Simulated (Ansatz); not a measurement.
System: zincblende ZnSe, space group F-43m (No. 216), 2 atoms in the primitive cell.

```
Se Zn
1.0
     0.00000    2.83380    2.83380
     2.83380    0.00000    2.83380
     2.83380    2.83380    0.00000
Se Zn
1 1
Direct
  0.75000 0.75000 0.75000
  0.00000 0.00000 0.00000
```

Computed with Ansatz 0.2.0: PBE, Ansatz PAW, spin-orbit coupling, no magnetisation, 6×6×6 k mesh, 420 eV cutoff, Fermi-Dirac smearing of 0.05 eV.

What does the calculation give for the electronic structure? The path is Γ–X–W–K–Γ–L–U–W–L–K|U–X.

The material is gapped. The gap along this path is 1.16 eV and direct: both edges lie at Γ. The valence-band top at Γ is fourfold; a twofold level follows 0.38 eV lower. The top valence band spans 2.8 eV and the lowest conduction band 4.1 eV. The direct gaps are 5.37 eV at U, 5.09 eV at X and 3.30 eV at L.

LDA, GGA and most meta-GGA functionals understate gaps.

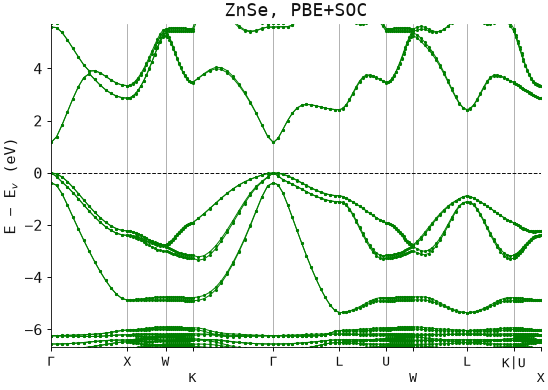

Band structure. Energies are counted from the top of the valence band.
